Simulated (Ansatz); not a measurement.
# Ir: stress in a strained cell

Ir is deformed so: x and y strained by -1.5 %, z held. What stress and forces result, by LAPW, PAW and all-electron datasets made for the crystal?

Computed with Ansatz 0.2.0 (DFT PBE, scalar-relativistic, unless a step's input says otherwise).

### Step 1. The system as given

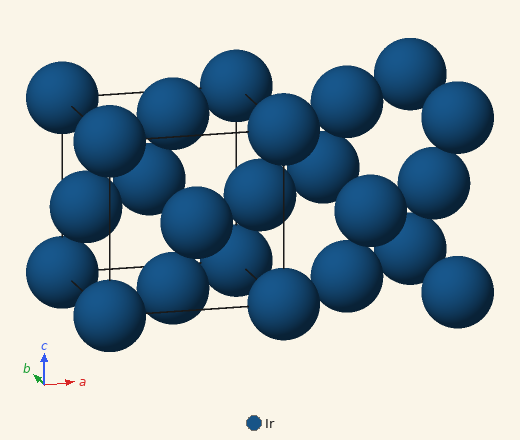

The starting structure, seen slightly off an axis (iridium blue). 2×1×1 cells are drawn. Atoms on the faces are drawn again on the opposite ones. The cell drawn here is the conventional one.

As a file:

```
Ir
1.0
     0.00000    1.91970    1.91970
     1.91970    0.00000    1.91970
     1.91970    1.91970    0.00000
Ir
1
Direct
  0.00000 0.00000 0.00000
```

### Step 2. The deformed structure

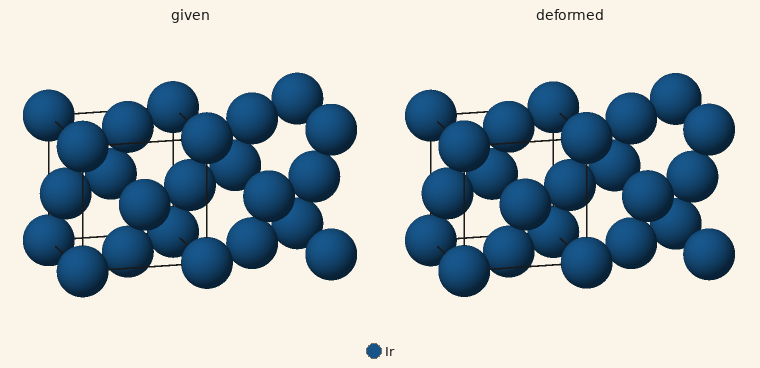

Given and deformed, at one scale.

Space group Fm-3m before, I4/mmm after.

### Step 3. LAPW, all electrons

Contents of input.yaml:

```yaml
crystal:
  lattice:
    - [0.0, 1.8909045, 1.9197]
    - [1.8909045, 0.0, 1.9197]
    - [1.8909045, 1.8909045, 0.0]
  atoms:
    - { symbol: Ir, position: [0.0, 0.0, 0.0] }
kpoints:
  mp_grid: { grid: [18, 18, 18] }
scf:
  occupations: { method: fermi_dirac, width: 0.05 }
hamiltonian:
  xc: pbe
  pseudopotentials: { kind: all_electron, lapw: { basis_error: 0.0005 } }
output:
  forces: true
  stress: true
  eigenvalues: true
```

Output (excerpt; [...] marks lines left out):

```text
LAPW: plane waves up to 9.107 Å⁻¹, error target 5.0e-4 eV per atom; small_component_spin mean_spin; Ir in spheres of 1.337 Å, 41 of its electrons in bands, Dirac shells []
[...]
Pseudopotentials: kind: all_electron
Pseudopotential: Ir, LAPW, valence charge 41, Koelling and Harmon's equation, gaussian nucleus
Functional definition: PBE
[...]
Crystal: 1 atoms, lattice volume = 13.728 Å³
Basis set: ecut = 315.9932146703532 eV, 169 PW (Γ), exchange–correlation at level 2
Bands: 25, of which v1, the nominal top of the filled ones, is band 21 counted from 1 (20 counted from 0)
Symmetry: 16 space group operations
Space group: I4/mmm (ITA 139), of the structure as read, at distance tolerance 2.4e-5 Å
k-points: 480 of 5832
[...]
SCF iter   1: F=—  HF=-485025.999809 eV  |F-HF|=—  |Δ(HF+E_count)|=         —  Δρ=1.82e-2  dr2=1.76e-2  ethr=4.23e-5  ⟨swp⟩=3.2  Hψ=78217  notcnv=0
[...]
the basis was enlarged: its passes take 1.1 MiB over the memory plan, 1 of 1 planned eigensolver slots
[...]
SCF iter   8: F=-485025.933535 eV  HF=-485025.933535 eV  |F-HF|=8.50e-9  |Δ(HF+E_count)|=   2.07e-8  Δρ=1.28e-5  dr2=2.05e-8  ethr=5.69e-10  ⟨swp⟩=2.0  Hψ=34628  notcnv=0
[...]
SCF converged after 8 iterations
Free energy (F): -485025.933535 eV
[...]
E sigma→0 (E₀):  -485025.929646 eV
Entropy (-TS):   -0.007777 eV (-7.777 meV/atom)
Fermi energy:    33.214858 eV
[...]
--- Forces (eV/Å), atoms counted from 1 ---
  atom   1  Ir    -0.00000000     0.00000000    -0.00000000
[...]
--- Stress (GPa, compression-positive) ---
       23.965514       0.000000       0.000000
        0.000000      23.965514       0.000000
        0.000000       0.000000      17.404737
  P = ⅓ Tr σ = 21.7786 GPa (217.786 kbar)
--- Band table (eV; the first three rows and the last of 480) ---
  k-point 0: bands = ["-252.4169", "-252.4169", "-252.4161", "-252.3771", "-252.3734", "-59.7979", "-24.1164", "-24.0748", "-24.0748", "-24.0736", "-24.0620", "-24.0589", "-24.0589", "-16.2532", "-16.2376", "-16.2376", "21.7375", "28.9742", "29.1814", "29.1814", "31.7926", "32.0716", [...]
[...]
```

Run time: 54 s. Hardware: 1 thread, shared host.

Result: pressure 21.78 GPa; no gap.

### Step 4. PAW on the default files

input.yaml, as its differences from that of step 3:

```diff
@@ -13,3 +13,3 @@
   xc: pbe
-  pseudopotentials: { kind: all_electron, lapw: { basis_error: 0.0005 } }
+  pseudopotentials: { kind: paw }
 output:
@@ -18 +18,2 @@
   eigenvalues: true
+  efg: { contact_densities: true }
```

Output (excerpt; [...] marks lines left out):

```text
Ir: output.efg is read without spin–orbit coupling, which moves field gradients at and beside such atoms by some per cent and up to a factor of two; PAW files take it under magnetization.noncollinear and magnetization.spin_orbit
[...]
Pseudopotentials: kind: paw
Pseudopotential: Ir, paw, valence charge 17, recommended cutoff 420 eV (normal)
[... 1 set-up line as earlier in the session ...]
[...]
Crystal: 1 atoms, lattice volume = 13.728 Å³
Basis set: ecut = 420 eV, 275 PW (Γ), exchange–correlation on 40×40×36 points (8 copies of the dense FFT grid, shifted against one another)
Bands: 13, of which v1, the nominal top of the filled ones, is band 9 counted from 1 (8 counted from 0)
[... 2 set-up lines as earlier in the session ...]
k-points: 480 of 5832
[...]
SCF converged after 6 iterations
Free energy (F): -11935.262618 eV
[...]
E sigma→0 (E₀):  -11935.258732 eV
Entropy (-TS):   -0.007772 eV (-7.772 meV/atom)
Fermi energy:    26.853395 eV
[...]
--- Forces (eV/Å), atoms counted from 1 ---
  atom   1  Ir    -0.00000000     0.00000000     0.00000000
[...]
--- Stress (GPa, compression-positive) ---
       24.061590       0.000000       0.000000
        0.000000      24.061590       0.000000
        0.000000       0.000000      17.497757
  P = ⅓ Tr σ = 21.8736 GPa (218.736 kbar)
--- PAW observables at the nuclei: V_zz in 10²¹ V/m², potentials from the cell's mean, atoms counted from 1 ---
  atom   1  Ir V_zz =    +1.248044   η = 0.0000   by run symmetry: allowed
            electrostatic potential = -15799.482798 V   contact ρ = 11166135.469929 e/Å³
--- Band table (eV; the first three rows and the last of 480) ---
  k-point 0: bands = ["-66.1459", "-22.6088", "-22.5930", "-22.5930", "15.3694", "22.6087", "22.8159", "22.8159", "25.4295", "25.7088", "40.3280", "45.6767", "46.1741"]
[...]
```

Run time: 5.2 s. Hardware: 1 thread, shared host.

In short: pressure 21.87 GPa; no gap; Vzz Ir 1.25 (η = 0.00) (10²¹ V/m²).

### Step 5. All-electron PAW on datasets made for the crystal

input.yaml, as its differences from that of step 4:

```diff
@@ -13,3 +13,3 @@
   xc: pbe
-  pseudopotentials: { kind: paw }
+  pseudopotentials: { kind: all_electron, datasets: crystal }
 output:
```

Output (excerpt; [...] marks lines left out):

```text
[...]
Ir: output.efg is read without spin–orbit coupling, which moves field gradients at and beside such atoms by some per cent and up to a factor of two; PAW files take it under magnetization.noncollinear and magnetization.spin_orbit
[...]
[... 1 set-up line as earlier in the session ...]
Pseudopotential: Ir, paw, valence charge 31, recommended cutoff 320 eV (normal), Koelling and Harmon's equation, gaussian nucleus
[... 1 set-up line as earlier in the session ...]
[...]
Crystal: 1 atoms, lattice volume = 13.728 Å³
Basis set: ecut = 320 eV, 169 PW (Γ), exchange–correlation on 32×32×32 points (8 copies of the dense FFT grid, shifted against one another)
Bands: 9, of which v1, the nominal top of the filled ones, is band 5 counted from 1 (4 counted from 0)
[... 2 set-up lines as earlier in the session ...]
k-points: 480 of 5832
[...]
Fermi energy:    33.214830 eV
[...]
  The terms above E_closure are by the made datasets' own strengths, without shells solved beside the bands.
--- Forces (eV/Å), atoms counted from 1 ---
  atom   1  Ir    -0.00000000     0.00000000    -0.00000000
[...]
--- Stress (GPa, compression-positive) ---
       23.966440       0.000000       0.000000
        0.000000      23.966440       0.000000
        0.000000       0.000000      17.406161
  P = ⅓ Tr σ = 21.7797 GPa (217.797 kbar)
  It holds what live shells' own plane waves past their cutoff add
--- PAW observables at the nuclei: V_zz in 10²¹ V/m², potentials from the cell's mean, atoms counted from 1 ---
  atom   1  Ir V_zz =    +1.227908   η = 0.0000   by run symmetry: allowed
            electrostatic potential = -15799.369724 V   contact ρ = 11159952.034588 e/Å³
--- Band table (eV; the first three rows and the last of 480) ---
  k-point 0: bands = ["21.7375", "28.9741", "29.1814", "29.1814", "31.7926", "32.0715", "46.6857"]
[...]
```

Run time: 20 s. Hardware: 1 thread, shared host.

This run gives: pressure 21.78 GPa; no gap; Vzz Ir 1.23 (η = 0.00) (10²¹ V/m²).

### Step 6. Side by side

Stress (GPa, compression positive):

```
          method     xx     yy     zz    yz    xz    xy
            LAPW  23.97  23.97  17.40  0.00  0.00  0.00
             PAW  24.06  24.06  17.50  0.00  0.00  0.00
crystal datasets  23.97  23.97  17.41  0.00  0.00  0.00
```

```
          method  pressure (GPa)  Vzz Ir (10²¹ V/m²)  SCF cycles, all passes   time
            LAPW           21.78                   –                       8   54 s
             PAW           21.87                1.25                       6  5.2 s
crystal datasets           21.78                1.23                       7   20 s
```

### Step 7. Outcome

```
                                 quantity                                              value
                                 pressure  LAPW 21.78, PAW 21.87, crystal datasets 21.78 GPa
largest shear or deviatoric stress (LAPW)                                           4.37 GPa
```

**Reading.** The largest part of the stress beyond the pressure is 4.37 GPa in size, in the zz component. No run of the undeformed cell stands beside it, so the pressure holds what the given cell had before the change. PAW: stress within 0.10 GPa of LAPW. Crystal datasets: stress within 0.01 GPa of LAPW. Spin-orbit coupling is left out, though the cell holds Ir; in elements this heavy it can shift bands and gaps by tenths of an eV.
